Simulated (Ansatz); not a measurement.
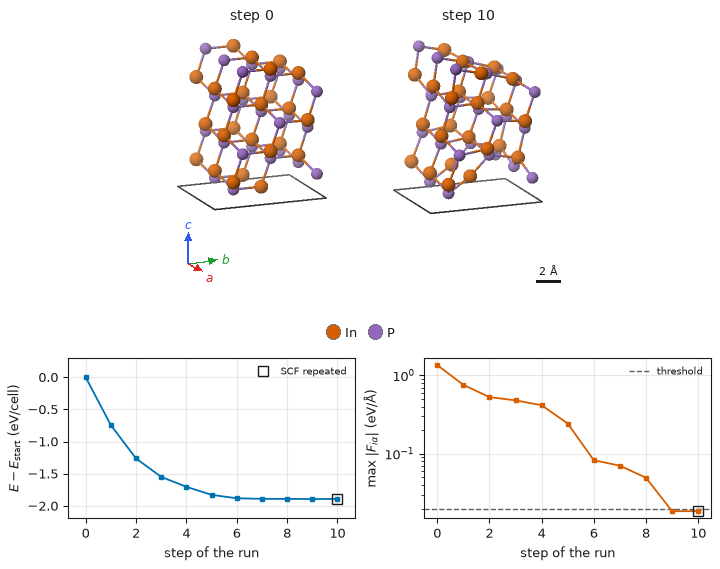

First and last geometry of a relaxation of a slab of composition InP (cut from the F-43m phase), with the history of the run. Style: ball-and-stick. Shown: the 2 × 1 repeat of the cell, outlined in the plane, without the vacuum (origin shifted), slightly off an axis.

Case: (2 1 1) slab, atoms relaxed. The slab is the (2 1 1) face of InP.

These are results of DFT PBEsol, scalar-relativistic, plane waves, PAW (Ansatz), not measurements. Set-up: plane-wave cutoff 420 eV; k-point mesh 8 × 4 × 1; occupations gaussian; smearing width 0.05 eV; no spin polarisation; dipole correction; atoms relaxed in a fixed cell; force threshold 0.02 eV/Å; at most 60 steps.

> Did the run converge, and what did it change?

It converged. An In atom moves most relative to the layer's centre: 1.17 Å at 34° to the normal (+c side). By element the largest moves are In 1.17 Å, P 0.36 Å. The lattice vectors keep their values. Near-neighbour distances that change, for instance: In–P 2.545 → 2.369 Å, In–P 2.545 → 2.389 Å, In–P 2.545 → 2.669 Å, In–P 2.545 → 2.428 Å. Among the angles between lasting bonds that change: P–In–P 109.5° → 169.2°, In–P–In 109.5° → 85.2°, In–P–In 109.5° → 89.4°. After 9 accepted moves (10 points after the start) the energy has fallen by 1.893 eV per cell of the calculation. Largest force component: 1.4 eV/Å at the start, 0.019 eV/Å at the end. 1 step only repeated the SCF at the same geometry. The run may lie on a higher electronic state than the lowest, so the end point isn't shown to be the ground-state structure. Cost: 11 min on 2 threads of Intel(R) Xeon(R) 6975P-C (Granite Rapids) (shared host), peak memory 2.4 GiB.
